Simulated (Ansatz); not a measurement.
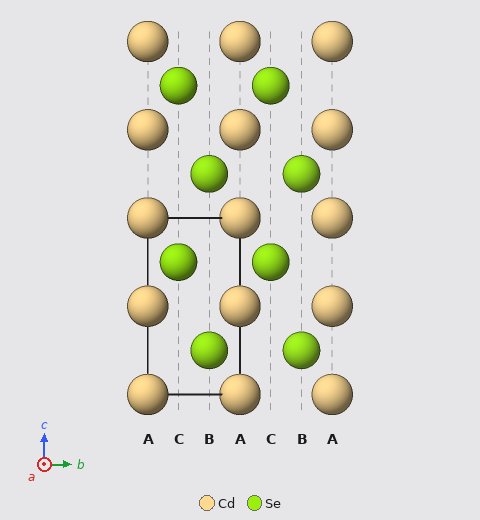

The picture looks along a close-packed row of the hexagonal mesh; c points upwards. The dashed lines mark the three columns A (0, 0), B (1/3, 2/3) and C (2/3, 1/3). The sequence starts with the first layer at or above the cell's origin.

System CdSe (space group P6_3/mmc, No. 194); source of the atomic positions: the input geometry of an electronic-structure calculation (not necessarily at equilibrium); the starting structure was generated, so it need not be a known form of this composition.

**List the layers of one repeat.**

Cd(A) – Se(B) – Cd(A) – Se(C) (four layers in 6.66 Å).

**How are the Se layers alone stacked?**

Se layers alone: BC, the hexagonal close-packed type.

**Which positions between or in the Se layers do the other atoms fill?**

Cd: two octahedral sites in each hexagonal cell.

Heights of the layers:

```
layer  atoms (column)  height (Å)  to next (Å)
    1           Cd(A)        0.00         1.66
    2           Se(B)        1.66         1.66
    3           Cd(A)        3.33         1.66
    4           Se(C)        4.99         1.66
```
